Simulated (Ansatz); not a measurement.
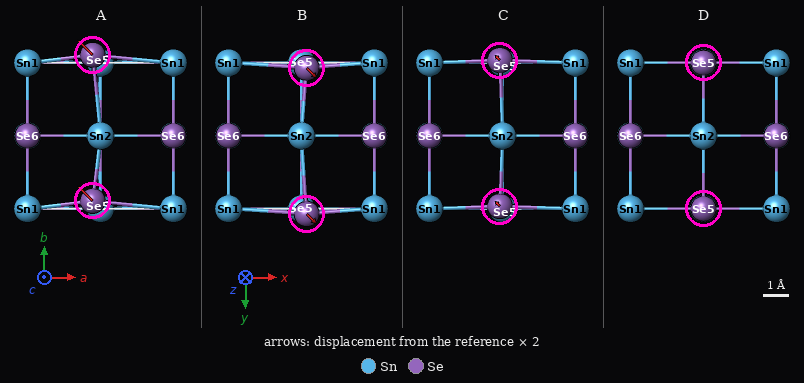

Energy scan for crystalline SnSe (Fm-3m), in which a Se atom (one in each cell of 8 atoms) is moved along Cartesian [1 1 0], all else fixed. The picture is a ball-and-stick view of the cell of the calculation, seen along the c axis. The ringed atoms are those of the scanned coordinate. Red arrows: displacements from the reference.

Computed with DFT PBEsol, scalar-relativistic, plane waves, PAW in Ansatz 0.2.0. (plane-wave cutoff 420 eV; k-point mesh 6 × 6 × 6; occupations gaussian; smearing width 0.05 eV; no spin polarisation). Energies (free energies at the smearing named) are counted from the relaxed crystal.

Q: Rank the frames from lowest to highest energy.

A: Lowest first: D (the displacement 0.00 Å, 0.0 meV/cell), C (the displacement −0.15 Å, 14.1 meV/cell), B (the displacement 0.30 Å, 69.6 meV/cell), A (the displacement −0.45 Å, 194.4 meV/cell). Over the whole scan: of the computed points the lowest is at the displacement 0.00 Å, 0.0 meV/cell. At the ends of the scan the energy is 194.4 meV/cell (−0.45 Å) and 194.4 meV/cell (0.45 Å). The well is symmetric. At the highest point the shortest interatomic distance is 2.67 Å, against 2.97 Å in the reference. The distortion takes the space group from Fm-3m to Amm2.
